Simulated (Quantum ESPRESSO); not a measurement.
**CdS (Hawleyite): modes at Γ and the response to a field**

Aim: the zone-centre modes of CdS (Hawleyite).

Program: Quantum ESPRESSO 7.5. Level of theory: DFT LDA, scalar-relativistic, plane waves, GBRV ultrasoft pseudopotentials. Results are calculated unless marked as measured.

## 1. Starting point

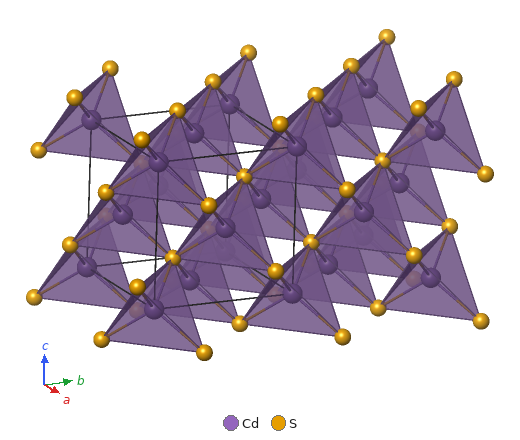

The cell as given, slightly off an axis (cadmium purple, sulfur orange). 1×2×1 cells are drawn. This picture shows the conventional cell, with its axes. Some periodic images of atoms are drawn too.

As a file:

```
Cd S
1.0
    -2.91650    0.00000    2.91650
     0.00000    2.91650    2.91650
    -2.91650    2.91650    0.00000
Cd S
1 1
Cartesian
  0.0000 0.0000 0.0000
  -1.4583 1.4583 1.4583
```

## 2. A first look

Before anything dear is run, a loose run with smearing shows whether this is a metal and how far the cell is from rest.

The input, probe.in:

```
 &control
    calculation='scf',
    prefix='x',
    outdir='./tmp',
    pseudo_dir='./pseudo',
    tprnfor=.true.,
    tstress=.true.,
    verbosity='high',
 /
 &system
    ibrav=2,
    celldm(1)=11.02277248,
    nat=2,
    ntyp=2,
    ecutwfc=50.0,
    ecutrho=400.0,
    occupations='smearing',
    smearing='gaussian',
    degauss=0.01,
 /
 &electrons
    conv_thr=1.0d-07,
    mixing_beta=0.7,
    electron_maxstep=100,
 /
ATOMIC_SPECIES
 Cd    112.4140  Cd.upf
 S      32.0600  S.upf
ATOMIC_POSITIONS crystal
 Cd     0.000000000   0.000000000   0.000000000
 S      0.250000000   0.250000000   0.250000000
K_POINTS automatic
 6 6 6 0 0 0
```

Started as:

```sh
OMP_NUM_THREADS=1 mpirun -n 4 pw.x -nk 4 -in probe.in > probe.out
```

What it wrote:

```text
[banners, grids, parts of the stress and lines that vanish by symmetry left out]
Program PWSCF v.7.5
     bravais-lattice index     =            2
     lattice parameter (alat)  =      11.0228  a.u.
[...]
kinetic-energy cutoff     =      50.0000  Ry
     charge density cutoff     =     400.0000  Ry
     scf convergence threshold =      1.0E-07
[...]
Exchange-correlation=  SLA  PZ   NOGX NOGC
                           (   1   1   0   0   0   0   0)
[...]
24 Sym. Ops. (no inversion) found
[...]
(     0          1          0      )
                  (     0          0          1      )
[...]
(  0.0000000  1.0000000  0.0000000 )
                  (  0.0000000  0.0000000  1.0000000 )
[...]
(     1          0         -1      )
                  (     0          0         -1      )
[...]
(  0.0000000  1.0000000  0.0000000 )
[...]
(    -1          0          1      )
                  (    -1          0          0      )
[...]
(  0.0000000  0.0000000  1.0000000 )
                  (  0.0000000 -1.0000000  0.0000000 )
[...]
number of k points=    16  Gaussian smearing, width (Ry)=  0.0100
[...]
End of self-consistent calculation
[...]
the Fermi energy is     5.7777 ev
!    total energy              =    -138.69755146 Ry
[...]
convergence has been achieved in   7 iterations
[...]
atom    1 type  1   force =     0.00000000    0.00000000    0.00000000
     atom    2 type  2   force =     0.00000000    0.00000000    0.00000000
[...]
Total force =     0.000000     Total SCF correction =     0.000000
[...]
total   stress  (Ry/bohr**3)                   (kbar)     P=      -24.64
[...]
XML data file, charge density, pseudopotentials, collected wavefunctions

   JOB DONE.
```

It took 3.6 s on 4 MPI ranks of Intel Xeon Gold 6455B (Sapphire Rapids), shared host; 13 s of CPU time.

Numbers from this step:

- volume per atom: 24.81 Å³
- pressure: -2.464 GPa
- gap on the k-mesh: 0.8287 eV

A gap of 0.83 eV opens on this mesh, so the crystal is taken as an insulator; the start stands at -2.5 GPa.

## 3. Relaxation

The relaxation runs at a cutoff a fifth above that of the response, since stress converges more slowly with the basis than frequencies do. Forces and stress are brought to rest with tight thresholds.

The input, relax.in:

```
 &control
    calculation='vc-relax',
    prefix='x',
    outdir='./tmp',
    pseudo_dir='./pseudo',
    tprnfor=.true.,
    tstress=.true.,
    forc_conv_thr=2.0d-05,
    etot_conv_thr=1.0d-07,
    nstep=40,
 /
 &system
    ibrav=2,
    celldm(1)=11.02277248,
    nat=2,
    ntyp=2,
    ecutwfc=60,
    ecutrho=480.0,
    occupations='fixed',
    nbnd=11,
 /
 &electrons
    conv_thr=1.0d-11,
    mixing_beta=0.7,
    electron_maxstep=100,
 /
 &ions
 /
 &cell
    press_conv_thr=0.2,
 /
ATOMIC_SPECIES
 Cd    112.4140  Cd.upf
 S      32.0600  S.upf
ATOMIC_POSITIONS crystal
 Cd     0.000000000   0.000000000   0.000000000
 S      0.250000000   0.250000000   0.250000000
K_POINTS automatic
 8 8 8 0 0 0
```

Started as:

```sh
OMP_NUM_THREADS=1 mpirun -n 4 pw.x -nk 4 -in relax.in > relax.out
```

What it wrote:

```text
[banners, grids, parts of the stress and lines that vanish by symmetry left out]
[banner, memory and clock lines left out]
Program PWSCF v.7.5

[...]
kinetic-energy cutoff     =      60.0000  Ry
     charge density cutoff     =     480.0000  Ry
     scf convergence threshold =      1.0E-11
[...]
energy convergence thresh.=      1.0E-07
     force convergence thresh. =      2.0E-05
     press convergence thresh. =      2.0E-01
     Exchange-correlation=  SLA  PZ   NOGX NOGC
                           (   1   1   0   0   0   0   0)
[...]
24 Sym. Ops. (no inversion) found
[...]
number of k points=    29
[...]
c_bands:  2 eigenvalues not converged
[...]
End of self-consistent calculation
[...]
highest occupied, lowest unoccupied level (ev):     5.3479    6.1799
!    total energy              =    -138.70184968 Ry
[...]
convergence has been achieved in  10 iterations
[...]
atom    1 type  1   force =     0.00000000    0.00000000    0.00000000
     atom    2 type  2   force =     0.00000000    0.00000000    0.00000000
     Total force =     0.000000     Total SCF correction =     0.000000
[...]
total   stress  (Ry/bohr**3)                   (kbar)     P=      -27.88
[...]
number of bfgs steps    =   0
[...]
CELL_PARAMETERS (alat= 11.02277248)
[...]
ATOMIC_POSITIONS (crystal)
Cd               0.0000000000        0.0000000000       -0.0000000000
S                0.2500000000        0.2500000000        0.2500000000
[...]
New effective cutoffs (rho, wfc):  484.16   60.56
[...]
End of self-consistent calculation
[...]
highest occupied, lowest unoccupied level (ev):     5.5344    6.3956
!    total energy              =    -138.70260394 Ry
[...]
convergence has been achieved in   7 iterations
[...]
atom    1 type  1   force =    -0.00000000    0.00000000   -0.00000000
     atom    2 type  2   force =     0.00000000    0.00000000   -0.00000000
     Total force =     0.000000     Total SCF correction =     0.000000
[...]
total   stress  (Ry/bohr**3)                   (kbar)     P=      -19.14
[...]
number of bfgs steps    =   1
[...]
CELL_PARAMETERS (alat= 11.02277248)
[...]
ATOMIC_POSITIONS (crystal)
Cd              -0.0000000000        0.0000000000        0.0000000000
S                0.2500000000        0.2500000000        0.2500000000
[...]
New effective cutoffs (rho, wfc):  491.15   61.44
[...]
End of self-consistent calculation
[...]
highest occupied, lowest unoccupied level (ev):     5.8223    6.7270
!    total energy              =    -138.70317661 Ry
[...]
convergence has been achieved in  10 iterations
[...]
atom    1 type  1   force =    -0.00000000    0.00000000   -0.00000000
     atom    2 type  2   force =     0.00000000    0.00000000   -0.00000000
     Total force =     0.000000     Total SCF correction =     0.000000
[...]
total   stress  (Ry/bohr**3)                   (kbar)     P=       -4.71
[...]
number of bfgs steps    =   2
[...]
CELL_PARAMETERS (alat= 11.02277248)
[...]
ATOMIC_POSITIONS (crystal)
[...]
New effective cutoffs (rho, wfc):  493.43   61.72
[...]
End of self-consistent calculation
[...]
highest occupied, lowest unoccupied level (ev):     5.9167    6.8352
!    total energy              =    -138.70321065 Ry
[...]
convergence has been achieved in   8 iterations
[...]
atom    1 type  1   force =     0.00000000    0.00000000    0.00000000
     atom    2 type  2   force =     0.00000000    0.00000000    0.00000000
     Total force =     0.000000     Total SCF correction =     0.000000
[...]
total   stress  (Ry/bohr**3)                   (kbar)     P=        0.26
[...]
number of bfgs steps    =   3
[...]
CELL_PARAMETERS (alat= 11.02277248)
[...]
ATOMIC_POSITIONS (crystal)
[...]
New effective cutoffs (rho, wfc):  493.31   61.71
[...]
End of self-consistent calculation
[...]
highest occupied, lowest unoccupied level (ev):     5.9118    6.8296
!    total energy              =    -138.70321074 Ry
[...]
convergence has been achieved in   5 iterations
[...]
atom    1 type  1   force =     0.00000000    0.00000000    0.00000000
     atom    2 type  2   force =    -0.00000000   -0.00000000    0.00000000
     Total force =     0.000000     Total SCF correction =     0.000000
[...]
total   stress  (Ry/bohr**3)                   (kbar)     P=       -0.00
[...]
bfgs converged in   5 scf cycles and   4 bfgs steps
[...]
End of BFGS Geometry Optimization
     Final enthalpy           =    -138.7032107445 Ry
     File ./tmp/x.bfgs deleted, as requested
[...]
CELL_PARAMETERS (alat= 11.02277248)
[...]
ATOMIC_POSITIONS (crystal)
Cd              -0.0000000000       -0.0000000000        0.0000000000
S                0.2500000000        0.2500000000        0.2500000000
[...]
Final scf calculation at the relaxed structure.
[...]
kinetic-energy cutoff     =      60.0000  Ry
     charge density cutoff     =     480.0000  Ry
     scf convergence threshold =      1.0E-13
[...]
press convergence thresh. =      2.0E-01
     Exchange-correlation=  SLA  PZ   NOGX NOGC
                           (   1   1   0   0   0   0   0)
[...]
24 Sym. Ops. (no inversion) found
[...]
number of k points=    29
[...]
c_bands:  1 eigenvalues not converged
     c_bands:  1 eigenvalues not converged
     c_bands:  1 eigenvalues not converged
[...]
End of self-consistent calculation
[...]
highest occupied, lowest unoccupied level (ev):     5.9119    6.8296
!    total energy              =    -138.70260554 Ry
[...]
convergence has been achieved in  22 iterations
[...]
atom    1 type  1   force =     0.00000000    0.00000000    0.00000000
     atom    2 type  2   force =     0.00000000    0.00000000   -0.00000000
     Total force =     0.000000     Total SCF correction =     0.000000
[...]
total   stress  (Ry/bohr**3)                   (kbar)     P=       -1.00
[...]
XML data file, charge density, pseudopotentials, collected wavefunctions
```

Wall time 34 s (4 MPI ranks).

The steps of the relaxation:

| step | energy less that of the first step (eV) | largest force (eV/Å) | pressure (GPa) | volume (Å³) |
| --- | --- | --- | --- | --- |
| 1 | 0.0000 | 0.0000 | -2.79 | 49.62 |
| 2 | -0.0103 | 0.0000 | -1.91 | 48.91 |
| 3 | -0.0181 | 0.0000 | -0.47 | 47.87 |
| 4 | -0.0185 | 0.0000 | 0.03 | 47.54 |
| 5 | -0.0185 | 0.0000 | 0.00 | 47.56 |
| 6 | -0.0103 | 0.0000 | -0.10 | 47.56 |

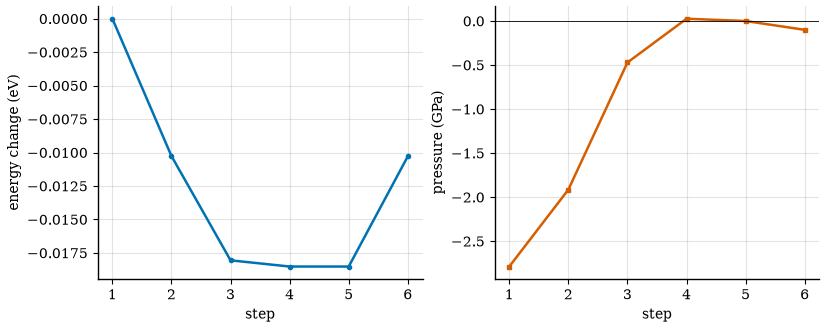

Energy and pressure along the relaxation.

| conventional cell, symmetrised | before | after | change |
| --- | --- | --- | --- |
| a (Å) | 5.833 | 5.751 | -1.4 % |
| b (Å) | 5.833 | 5.751 | -1.4 % |
| c (Å) | 5.833 | 5.751 | -1.4 % |
| volume (Å³/atom) | 24.81 | 23.78 | -4.1 % |

Final coordinates:

```xyz
2
Lattice="-2.8756 0.0000 2.8756 0.0000 2.8756 2.8756 -2.8756 2.8756 0.0000" Properties=species:S:1:pos:R:3 pbc="T T T"
Cd    0.0000    0.0000    0.0000
S    -1.4378    1.4378    1.4378
```

The last row of the table of steps is pw.x's closing run on a basis chosen anew for the final cell, so its energy can jump.

Numbers from this step:

```yaml
volume_per_atom: 23.78 Å³
pressure: -0.1000 GPa
gap_on_the_k_mesh: 0.9177 eV
```

The volume changes by -4.1 % from the cell with which this run began.

## 4. Relaxing the cell and atoms

A variable-cell run keeps the plane waves of its start, so its end shows a stress on a fresh basis; a second run from that cell removes it.

Edit relax.in of step 3 so:

```diff
@@ -13,3 +13,3 @@
     ibrav=2,
-    celldm(1)=11.02277248,
+    celldm(1)=10.86836365,
     nat=2,
```

What it wrote:

```text
[banners, grids, parts of the stress and lines that vanish by symmetry left out]
[banner, memory and clock lines left out]
Program PWSCF v.7.5

[...]
kinetic-energy cutoff     =      60.0000  Ry
     charge density cutoff     =     480.0000  Ry
     scf convergence threshold =      1.0E-11
[...]
energy convergence thresh.=      1.0E-07
     force convergence thresh. =      2.0E-05
     press convergence thresh. =      2.0E-01
     Exchange-correlation=  SLA  PZ   NOGX NOGC
                           (   1   1   0   0   0   0   0)
[...]
24 Sym. Ops. (no inversion) found
[...]
number of k points=    29
[...]
End of self-consistent calculation
[...]
highest occupied, lowest unoccupied level (ev):     5.9118    6.8296
!    total energy              =    -138.70260554 Ry
[...]
convergence has been achieved in  11 iterations
[...]
atom    1 type  1   force =    -0.00000000    0.00000000   -0.00000000
     atom    2 type  2   force =     0.00000000    0.00000000    0.00000000
     Total force =     0.000000     Total SCF correction =     0.000000
[...]
total   stress  (Ry/bohr**3)                   (kbar)     P=       -1.01
[...]
number of bfgs steps    =   0
[...]
CELL_PARAMETERS (alat= 10.86836365)
[...]
ATOMIC_POSITIONS (crystal)
Cd               0.0000000000       -0.0000000000        0.0000000000
S                0.2500000000        0.2500000000        0.2500000000
[...]
New effective cutoffs (rho, wfc):  479.77   60.01
[...]
End of self-consistent calculation
[...]
highest occupied, lowest unoccupied level (ev):     5.9189    6.8376
!    total energy              =    -138.70260646 Ry
[...]
convergence has been achieved in   4 iterations
[...]
atom    1 type  1   force =    -0.00000000    0.00000000   -0.00000000
     atom    2 type  2   force =     0.00000000    0.00000000    0.00000000
     Total force =     0.000000     Total SCF correction =     0.000000
[...]
total   stress  (Ry/bohr**3)                   (kbar)     P=       -0.65
[...]
number of bfgs steps    =   1
[...]
CELL_PARAMETERS (alat= 10.86836365)
[...]
ATOMIC_POSITIONS (crystal)
Cd              -0.0000000000       -0.0000000000        0.0000000000
S                0.2500000000        0.2500000000        0.2500000000
[...]
New effective cutoffs (rho, wfc):  480.02   60.04
[...]
End of self-consistent calculation
[...]
highest occupied, lowest unoccupied level (ev):     5.9295    6.8497
!    total energy              =    -138.70260705 Ry
[...]
convergence has been achieved in   7 iterations
[...]
atom    1 type  1   force =    -0.00000000   -0.00000000   -0.00000000
     atom    2 type  2   force =     0.00000000    0.00000000    0.00000000
     Total force =     0.000000     Total SCF correction =     0.000000
[...]
total   stress  (Ry/bohr**3)                   (kbar)     P=       -0.07
[...]
number of bfgs steps    =   2
[...]
CELL_PARAMETERS (alat= 10.86836365)
[...]
ATOMIC_POSITIONS (crystal)
Cd              -0.0000000000       -0.0000000000        0.0000000000
S                0.2500000000        0.2500000000        0.2500000000
[...]
New effective cutoffs (rho, wfc):  480.05   60.05
[...]
End of self-consistent calculation
[...]
highest occupied, lowest unoccupied level (ev):     5.9308    6.8512
!    total energy              =    -138.70260706 Ry
[...]
convergence has been achieved in   5 iterations
[...]
atom    1 type  1   force =    -0.00000000   -0.00000000   -0.00000000
     atom    2 type  2   force =     0.00000000    0.00000000    0.00000000
     Total force =     0.000000     Total SCF correction =     0.000000
[...]
total   stress  (Ry/bohr**3)                   (kbar)     P=       -0.00
[...]
bfgs converged in   4 scf cycles and   3 bfgs steps
[...]
End of BFGS Geometry Optimization
     Final enthalpy           =    -138.7026070595 Ry
     File ./tmp/x.bfgs deleted, as requested
[...]
CELL_PARAMETERS (alat= 10.86836365)
[...]
ATOMIC_POSITIONS (crystal)
Cd              -0.0000000000       -0.0000000000        0.0000000000
S                0.2500000000        0.2500000000        0.2500000000
[...]
Final scf calculation at the relaxed structure.
[...]
kinetic-energy cutoff     =      60.0000  Ry
     charge density cutoff     =     480.0000  Ry
     scf convergence threshold =      1.0E-13
[...]
press convergence thresh. =      2.0E-01
     Exchange-correlation=  SLA  PZ   NOGX NOGC
                           (   1   1   0   0   0   0   0)
[...]
24 Sym. Ops. (no inversion) found
[...]
number of k points=    29
[...]
c_bands:  1 eigenvalues not converged
     c_bands:  1 eigenvalues not converged
     c_bands:  1 eigenvalues not converged
[...]
c_bands:  5 eigenvalues not converged
[...]
End of self-consistent calculation
[...]
highest occupied, lowest unoccupied level (ev):     5.9308    6.8512
!    total energy              =    -138.70258552 Ry
[...]
convergence has been achieved in  19 iterations
[...]
atom    1 type  1   force =    -0.00000000   -0.00000000   -0.00000000
     atom    2 type  2   force =    -0.00000000    0.00000000    0.00000000
     Total force =     0.000000     Total SCF correction =     0.000000
[...]
total   stress  (Ry/bohr**3)                   (kbar)     P=       -0.03
[...]
XML data file, charge density, pseudopotentials, collected wavefunctions
```

Elapsed: 26 s, on 4 MPI ranks; 1.7 min of CPU time.

Little changed from the start: no atom moved by 0.005 Å and no cell edge by 0.1 %.

The last row of the table of steps is pw.x's closing run on a basis chosen anew for the final cell, so its energy can jump.

Numbers from this step:

* volume per atom: 23.75 Å³
* pressure: -0.003000 GPa
* gap on the k-mesh: 0.9204 eV

## 5. Self-consistent run for the response

Perturbation theory inherits every error of the wavefunctions, so the threshold is set near the limit of the arithmetic. With a gap, occupations are fixed, which also allows the response to an electric field.

The input, scf.in:

```
 &control
    calculation='scf',
    prefix='x',
    outdir='./tmp',
    pseudo_dir='./pseudo',
    tprnfor=.true.,
    tstress=.true.,
 /
 &system
    ibrav=2,
    celldm(1)=10.86335605,
    nat=2,
    ntyp=2,
    ecutwfc=50.0,
    ecutrho=400.0,
    occupations='fixed',
    nbnd=11,
 /
 &electrons
    conv_thr=1.0d-12,
    mixing_beta=0.7,
    electron_maxstep=100,
 /
ATOMIC_SPECIES
 Cd    112.4140  Cd.upf
 S      32.0600  S.upf
ATOMIC_POSITIONS crystal
 Cd     0.000000000   0.000000000   0.000000000
 S      0.250000000   0.250000000   0.250000000
K_POINTS automatic
 8 8 8 0 0 0
```

Started as:

```sh
OMP_NUM_THREADS=1 mpirun -n 4 pw.x -nk 4 -in scf.in > scf.out
```

What it wrote:

```text
[banners, grids, parts of the stress and lines that vanish by symmetry left out]
[banner, memory and clock lines left out]
Program PWSCF v.7.5

[...]
kinetic-energy cutoff     =      50.0000  Ry
     charge density cutoff     =     400.0000  Ry
     scf convergence threshold =      1.0E-12
[...]
Exchange-correlation=  SLA  PZ   NOGX NOGC
                           (   1   1   0   0   0   0   0)
[...]
24 Sym. Ops. (no inversion) found
[...]
number of k points=    29
[...]
c_bands:  1 eigenvalues not converged
[...]
End of self-consistent calculation
[...]
highest occupied, lowest unoccupied level (ev):     5.9312    6.8507
!    total energy              =    -138.69850011 Ry
[...]
convergence has been achieved in  13 iterations
[...]
atom    1 type  1   force =    -0.00000000    0.00000000   -0.00000000
     atom    2 type  2   force =     0.00000000    0.00000000   -0.00000000
     Total force =     0.000000     Total SCF correction =     0.000000
[...]
total   stress  (Ry/bohr**3)                   (kbar)     P=        2.93
[...]
XML data file, charge density, pseudopotentials, collected wavefunctions
```

Wall time 5.7 s (4 MPI ranks); 22 s of CPU time.

Read from the output:

```
pressure          : 0.2930 GPa
gap on the k-mesh : 0.9195 eV
```

The cell stands at 0.29 GPa, close enough for stiff modes, while soft ones can move.

(Part 1 of 4 ends here.)

[Host names and launcher messages were left out of these logs when they were recorded.]

[Logs are printed without paths, hosts, clocks, repeated set-up lines and the standing remarks that a program may print on its own settings, such as how far it seeks lower states.]

[Hosts, paths, dates, database ids (printed as entryN), source tags and the programs' standing remarks are cut or masked in the printed files.]
